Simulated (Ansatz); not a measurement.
Band-structure calculation, with input and output: GeSi5

GeSi5 (6 atoms in the cell), computed with DFT PBE, scalar-relativistic, plane waves, PAW, no spin polarisation (Ansatz 0.2.0).

The structure was made by a generator, so it may or may not be a known phase. Figures and captions count atoms from 1; the log counts them from 0 in places.

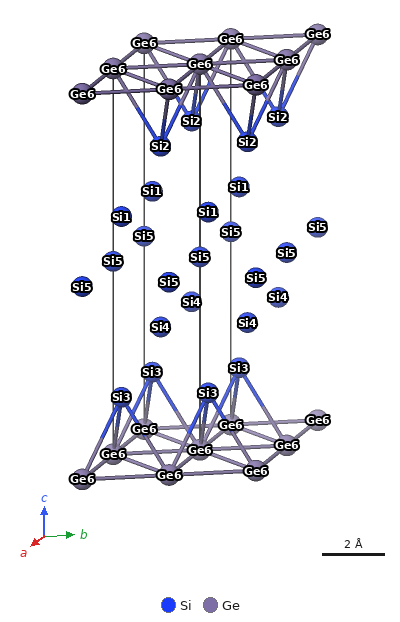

The structure as given in the input (ball-and-stick view of the cell of the calculation, repeated 2 × 2 × 1, seen slightly off an axis; atoms are numbered from 1 in the order of the input). An atom can appear more than once, as a periodic image.

### Input
```yaml
crystal:
  lattice:
    - [2.8615348273, 0.0, 0.0]
    - [-1.4307674136, 2.4781618542, 0.0]
    - [0.0, 0.0, 13.1754124393]
  atoms:
    - { symbol: Si, position: [0.6666666667, 0.3333333333, 0.6559677511] }
    - { symbol: Si, position: [0.3333333333, 0.6666666667, 0.8126946356] }
    - { symbol: Si, position: [0.6666666667, 0.3333333333, 0.1873053644] }
    - { symbol: Si, position: [0.3333333333, 0.6666666667, 0.3440322489] }
    - { symbol: Si, position: [0.0, 0.0, 0.5] }
    - { symbol: Ge, position: [0.0, 0.0, 0.0] }
basis:
  ecutwfc: 420
kpoints:
  mp_grid: { grid: [18, 18, 4] }
  band_path:
    path:
      - [[0.0, 0.0, 0.0], [0.5, 0.0, 0.0], [0.33333333, 0.33333333, 0.0], [0.0, 0.0, 0.0], [0.0, 0.0, 0.5], [0.5, 0.0, 0.5], [0.33333333, 0.33333333, 0.5], [0.0, 0.0, 0.5]]
      - [[0.5, 0.0, 0.5], [0.5, 0.0, 0.0]]
      - [[0.33333333, 0.33333333, 0.5], [0.33333333, 0.33333333, 0.0]]
    npoints: 14
hamiltonian:
  xc: pbe
scf:
  occupations: { method: gaussian, width: 0.1 }
  n_extra_bands: 15
output:
  forces: true
  stress: true
  eigenvalues: true
  populations: true
  dos: { projected: true, de: 0.02, nscf_kmesh: { grid: [22, 22, 5] } }
  bader: true
  write_density: true
  write_potential: true
  elf: true
  volumetric_format: npy
```

Machine: 1 thread of AMD EPYC (Zen 3), 189 GiB of memory available, shared host.

Launch command:
```bash
ansatz run input.yaml --threads 1 --pin off --max-ram 2560MiB --backend cpu --events-out ev --progress --plain --runs-dir out
```

### Output
```
scf.n_extra_bands = 15 over 17 filled bands (N_el = 34.0): the run solves 32 bands
Engine: ansatz 0.2.0, x86_64-unknown-linux-gnu
Pseudopotentials: kind: paw
Pseudopotential: Si, paw, valence charge 4, recommended cutoff 420 eV (normal), Si.paw.azcp
Pseudopotential: Ge, paw, valence charge 14, recommended cutoff 420 eV (normal), Ge.paw.azcp
Functional definition: PBE
  parameter kappa = 0.804
  parameter beta = 0.06672455060314922
  exchange = pbe_x(kappa = kappa, mu = beta*pi^2/3)
  correlation = pbe_c(beta = beta)
Crystal: 6 atoms, lattice volume = 93.431 Å³
Basis set: ecut = 420 eV, 1821 PW (Γ), exchange–correlation on 40×40×180 points (8 copies of the dense FFT grid, shifted against one another)
Bands: 32, of which v1, the nominal top of the filled ones, is band 17 counted from 1 (16 counted from 0)
Symmetry: 12 space group operations
Space group: P-3m1 (ITA 164), of the structure as read, at distance tolerance 4.5e-5 Å
k-points: 138 of 1296
Non-local potential: Si, projectors of the file, l = 0: 2, l = 1: 2, l = 2: 2
Non-local potential: Ge, projectors of the file, l = 0: 2, l = 1: 2, l = 2: 3, l = 3: 1
PAW form: soft (Blöchl's): semilocal exchange-correlation on the pseudo side does not see the compensation charge
PAW one-centre angular grid: Si, 110 points (default); XC on 64 Gauss nodes
PAW one-centre angular grid: Ge, 590 points (default); XC on 64 Gauss nodes
Initial density: superposition of atomic densities (neutral atoms: chi_scale 0, normalization atom), corrected by the library's trained network
Initial wavefunctions: pseudopotential atomic-orbital guess
Functional: x = pbe(κ = 0.804, μ = 0.2195149727645171), c = pbe(β = 0.06672455060314922)
SCF iter   1: F=—  HF=-7470.862477 eV  |F-HF|=—  |Δ(HF+E_count)|=         —  Δρ=1.95e-3  dr2=5.96e-2  ethr=1.77e-3  ⟨swp⟩=6.2  Hψ=22862  notcnv=0  defer=260
preconditioner: auto → none  [metal: Δε(μ)=0.022 eV  Ē_g=10.638 eV  σ=0.100 eV  W_gap=0.12  n_scr=8 (ndim 8)  ℏωp=18.8 eV  f_vac=0.000  D(μ)=2.17/eV (n_scr^D=8)  sad-step TF]
SCF iter   2: F=—  HF=-7470.862693 eV  |F-HF|=—  |Δ(HF+E_count)|=   2.15e-4  Δρ=1.69e-3  dr2=6.93e-2  ethr=1.75e-4  ⟨swp⟩=1.0  Hψ=5520  notcnv=0  defer=320
SCF iter   3: F=—  HF=-7470.859805 eV  |F-HF|=—  |Δ(HF+E_count)|=   2.89e-3  Δρ=1.26e-3  dr2=6.15e-3  ethr=1.75e-4  ⟨swp⟩=1.3  Hψ=3404  notcnv=0  defer=320
SCF iter   4: F=—  HF=-7470.859727 eV  |F-HF|=—  |Δ(HF+E_count)|=   7.84e-5  Δρ=5.36e-4  dr2=8.82e-4  ethr=1.81e-5  ⟨swp⟩=1.5  Hψ=4220  notcnv=0  defer=320
SCF iter   5: F=—  HF=-7470.859768 eV  |F-HF|=—  |Δ(HF+E_count)|=   4.12e-5  Δρ=1.64e-4  dr2=1.58e-4  ethr=2.59e-6  ⟨swp⟩=1.0  Hψ=3359  notcnv=0  defer=320
SCF iter   6: F=—  HF=-7470.859764 eV  |F-HF|=—  |Δ(HF+E_count)|=   3.75e-6  Δρ=4.38e-5  dr2=1.00e-5  ethr=4.64e-7  ⟨swp⟩=1.2  Hψ=3476  notcnv=0  defer=320
SCF iter   7: F=—  HF=-7470.859793 eV  |F-HF|=—  |Δ(HF+E_count)|=   2.84e-5  Δρ=2.15e-5  dr2=7.14e-6  ethr=2.94e-8  ⟨swp⟩=1.1  Hψ=3961  notcnv=0  defer=325
SCF iter   8: F=-7470.859792 eV  HF=-7470.859792 eV  |F-HF|=7.45e-9  |Δ(HF+E_count)|=   3.33e-7  Δρ=4.91e-6  dr2=2.47e-8  ethr=2.94e-10  ⟨swp⟩=11.9  Hψ=28472  notcnv=0
SCF 1 converged in 8 iterations: F = -7470.859792 eV  dr2 = 2.47e-8
  greatest PAW one-centre occupation: 0.998 electrons in one spin orbital (limit 2), on the Ge atom at site 5 (counted from 0), in its partial waves of l = 2
NSCF: frozen V_eff on 129 k-points
NSCF: frozen V_eff on 236 k-points
SCF converged after 8 iterations
Free energy (F): -7470.859792 eV
Harris-Foulkes:  -7470.859792 eV  (|F-HF|=7.45e-9)
Internal energy: -7470.848352 eV  (E = F + TS)
E sigma→0 (E₀):  -7470.854072 eV
Entropy (-TS):   -0.011441 eV (-1.907 meV/atom)
Fermi energy:    10.469721 eV
--- Per-component energies (eV) ---
  E_band       = -25.541600
  E_kinetic    = 312.687265
  E_local      = -3864.449882  (includes V_loc(G=0)·N_el)
  E_nonlocal   = 542.401500
  E_hartree    = 1800.813913
  E_xc         = -354.979438
  E_vxc        = -302.649520  (∫ρ·V_xc dr)
  E_paw        = -4576.493629  (= ΣΔE_a)
  E_vpaw       = -315.167879  (= ΣTr[D̂ρ^β])
  E_aug_tail   = 0.000327  (compensation charges beyond the density's cutoff)
  E_ewald      = -1330.828408
  E_smearing   = -0.011441  (= −TS)
  E_closure    = -0.000000  (closes the sum)
  Σ components = -7470.859792   (vs F -7470.859792, Δ=0.00e0)
--- Forces (eV/Å), atoms counted from 1 ---
  atom   1  Si     0.00000000     0.00000000     0.00089127
  atom   2  Si    -0.00000000    -0.00000000    -0.00052485
  atom   3  Si     0.00000000     0.00000000     0.00052485
  atom   4  Si     0.00000000    -0.00000000    -0.00089127
  atom   5  Si    -0.00000000    -0.00000000     0.00000000
  atom   6  Ge    -0.00000000    -0.00000000     0.00000000
  max |Σ_I F_I| component: 4.34e-18 eV/Å
--- Stress (GPa, compression-positive) ---
       -0.008118       0.000000      -0.000000
        0.000000      -0.008118       0.000000
       -0.000000       0.000000      -0.008651
  P = ⅓ Tr σ = -0.0083 GPa (-0.083 kbar)
--- Band table (eV; the first three rows and the last of 138) ---
  k-point 0: bands = ["-14.3802", "-14.3578", "-14.3578", "-14.2830", "-14.2830", "-3.6717", "-2.8011", "-2.5262", "-0.5457", "0.2021", "3.8441", "4.3225", "9.6596", "9.7959", "16.2065", "16.9399", "17.0271", "17.0271", "17.2165", "17.2165", "17.6979", "17.6979", "18.5571", "18.5571", "18.9674", "18.9674", "20.3542", "20.3542", "20.3718", "20.3718", "21.6376", "21.6376"]
  k-point 1: bands = ["-14.3802", "-14.3578", "-14.3578", "-14.2830", "-14.2830", "-3.6465", "-3.0064", "-2.2014", "-1.0061", "0.7365", "2.9451", "5.3393", "8.2133", "11.3336", "14.7600", "17.0263", "17.0263", "17.2174", "17.2174", "17.7129", "17.7129", "18.3609", "18.4287", "18.4287", "19.2043", "19.2043", "20.0979", "20.0979", "20.4009", "20.4009", "21.5269", "21.5279"]
  k-point 2: bands = ["-14.3802", "-14.3578", "-14.3578", "-14.2830", "-14.2830", "-3.6152", "-3.1287", "-1.7884", "-1.5037", "1.3024", "2.2627", "6.3788", "7.0731", "12.8507", "13.1952", "17.0256", "17.0256", "17.2183", "17.2183", "17.7299", "17.7299", "18.3409", "18.3409", "19.5916", "19.5916", "19.6095", "19.6844", "19.6844", "20.4229", "20.4229", "20.6106", "21.4508"]
  k-point 137: bands = ["-14.3320", "-14.3320", "-14.3026", "-14.3026", "-14.2919", "3.9642", "3.9795", "3.9795", "4.3391", "4.4760", "4.4760", "5.7654", "6.1174", "6.1174", "6.5894", "6.7341", "6.7341", "8.7917", "9.3269", "9.3269", "10.0051", "10.0260", "10.0260", "13.6733", "13.6733", "14.0854", "14.1479", "14.9164", "14.9164", "20.5319", "20.7773", "20.7773"]
--- Löwdin populations: 6 sites ---
  site symbol       q [e]
     0     Si      3.8869
     1     Si      3.9138
     2     Si      3.9138
     3     Si      3.8869
     4     Si      3.9078
     5     Ge     13.9659
  spilling = 0.015439 (of n_electrons = 34.000000)
--- Bader charges: 6 sites ---
  site symbol  charge [e]  shift [e]
     0     Si     -0.0030     0.0003
     1     Si     -0.0200     0.0003
     2     Si     -0.0200     0.0003
     3     Si     -0.0030     0.0003
     4     Si     -0.0080     0.0000
     5     Ge      0.0541     0.0000
  estimated error of the sums over rays = 2.3e-4 e
```

### File bader_charges.tsv
```
# site	symbol	x_ang	y_ang	z_ang	partial_charge_e	electrons	volume_ang3	relative_density_drop	shared_charge_e	partial_wave_shift_e
# quadrature_error_electrons = 2.3e-4
0	Si	1.4308	0.8261	8.6426	-0.00301	14.00301	14.62	-	-0.00301	0.00025
1	Si	0.0000	1.6521	10.7076	-0.02003	14.02003	16.10	-	-0.02003	0.00025
2	Si	1.4308	0.8261	2.4678	-0.02004	14.02004	16.10	-	-0.02004	0.00025
3	Si	0.0000	1.6521	4.5328	-0.00300	14.00300	14.62	-	-0.00300	0.00025
4	Si	0.0000	0.0000	6.5877	-0.00799	14.00799	14.60	-	-0.00799	0.00000
5	Ge	0.0000	0.0000	0.0000	0.05406	31.94594	17.39	-	0.05406	0.00000
```

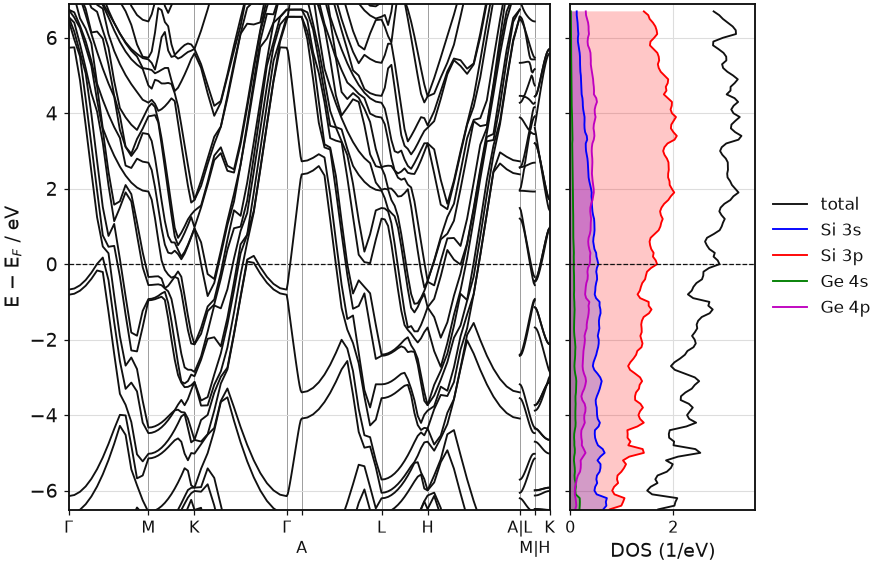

Band structure along Γ–M–K–Γ–A–L–H–A|L–M|H–K and density of states (projected on Löwdin-orthogonalised atomic shells), with energies from the Fermi level. Bands cross the Fermi level: a metal at this level of theory.

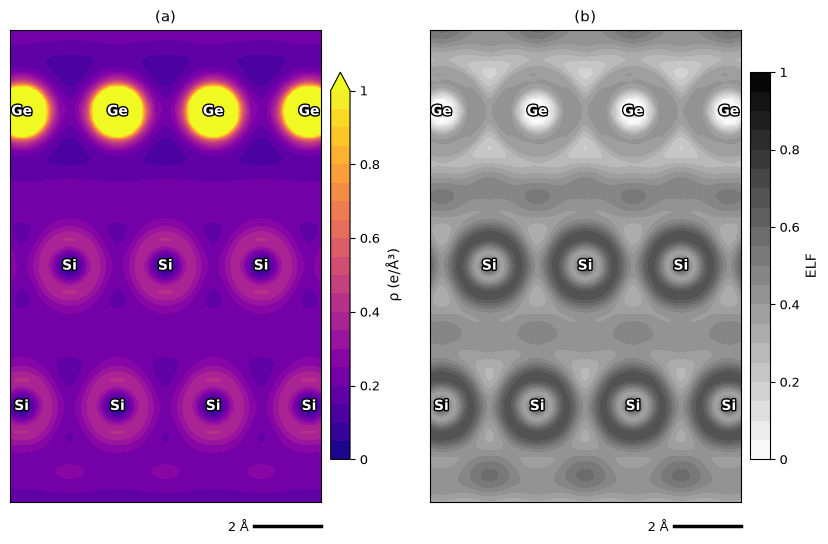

(a) valence pseudo-density; (b) ELF on the (101̄) plane of the conventional cell. The section cuts through Si and Ge sites. Ge–Ge (2.86 Å): the density is about 0.24 e/Å³ at the midpoint; the ELF is about 0.35 at the midpoint (no localised pair between them). Away from the nuclei the density in this plane falls to 0.12 e/Å³ at its lowest. The fields are those of the smooth PAW valence density.

### Results in brief

| quantity | value |
| --- | --- |
| outcome | converged |
| space group (tolerance 0.01 Å) | P-3m1 (164) |
| electrons treated | 34 |
| free energy | −7470.8598 eV |
| Fermi energy | 10.470 eV |
| gap on the k-point mesh | none (metallic) |
| pressure | −0.01 GPa |
| largest force (length of the vector) | 0.001 eV/Å |
| wall time | 2.3 min |
| peak memory | 0.71 GiB |
